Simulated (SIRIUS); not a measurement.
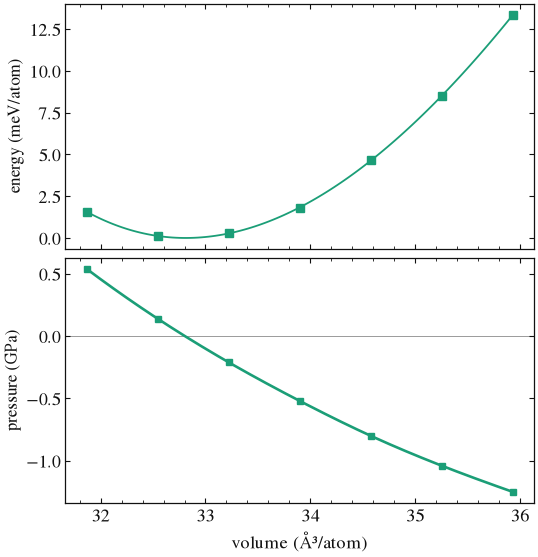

The picture above shows the energy and pressure against volume for NaI, space group Fm-3m (No. 225).

Structure:
```yaml
crystal:
  lattice:
    - [0.00000, 3.23640, 3.23640]
    - [3.23640, 0.00000, 3.23640]
    - [3.23640, 3.23640, 0.00000]
  atoms:
    - { symbol: I, position: [0.50000, 0.50000, 0.50000] }
    - { symbol: Na, position: [0.00000, 0.00000, 0.00000] }
```

Calculation (SIRIUS 7.10.0): plane-wave DFT, no spin polarisation; energies at scaled volumes of the given cell, shape and fractions fixed, counted from the fit's minimum, third-order Birch-Murnaghan fit. Level: PBEsol.

```tsv
setting	value
k mesh	7×7×7
occupations	Fermi–Dirac
smearing width	0.05 eV
potentials	dojo sr pbesol 0.4.1 standard
wave cutoff	1202 eV
density cutoff	4809 eV
```

Question: What equilibrium volume and bulk modulus follow from the curve?

Answer: A third-order Birch–Murnaghan fit gives V0 = 32.81 Å³/atom, B0 = 17.4 GPa and B′ = 5.3.

Question: What does the pressure do across the range?

Answer: It falls from 0.54 GPa at volume 31.86 Å³/atom to −1.25 GPa at 35.93 Å³/atom, and changes sign near 32.81 Å³/atom.
